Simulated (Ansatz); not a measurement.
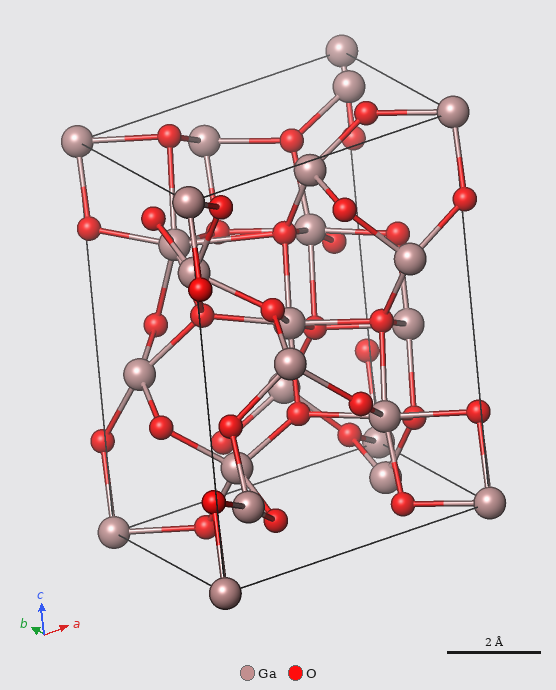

The image is a ball-and-stick drawing of a crystal, viewed slightly off an axis. The edges of the simulation cell are marked.

- It has the composition Ga16O25.
- Apart from translations it has no symmetry (space group P1).
- Atoms per cell: 41 (16 Ga, 25 O).

Starting structure: a structure listed in the Materials Project, repeated into a supercell with a point defect put in. The atoms were relaxed in a fixed cell with DFT PBE, scalar-relativistic, plane waves, PAW in Ansatz.
